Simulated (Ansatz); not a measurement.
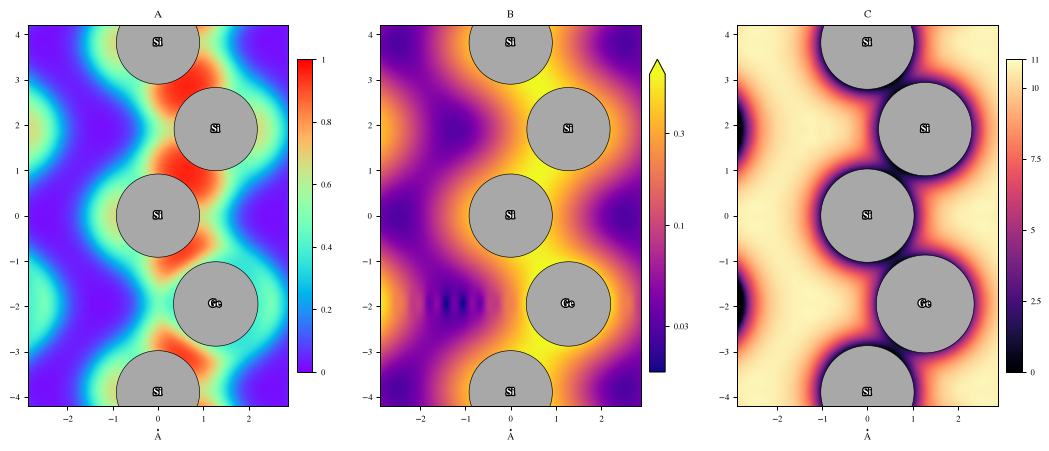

Si$_{7}$Ge: 3 fields on the (110) plane of the conventional cell, with unlabelled colour scales. Grey discs cover the atomic cores.

Space group P-42m; a structure from a database of computed crystals, not necessarily the ambient phase; changed on purpose from its base cell (strain -0.0750 x Voigt [0, 1, 0, 0, 0, 0], atoms carried along); computed pressure about 8 GPa in this cell.

The calculation used DFT PBEsol, scalar-relativistic, plane waves, PAW in Ansatz.

Question: Which field does each panel show? The fields are: electron localisation function, electrostatic potential energy of an electron and valence pseudo-density.

Answer: Panel A: electron localisation function. Panel B: valence pseudo-density. Panel C: electrostatic potential energy of an electron (low next to the atoms, rising into the space between them). From the grid: Si–Si (2.30 Å): ρ at the midpoint is about 0.61 e/Å³; the ELF peaks at about 0.95 between the atoms. Si–Ge (2.33 Å): the density is about 0.59 e/Å³ at the midpoint; the ELF peaks at about 0.90 between the atoms.
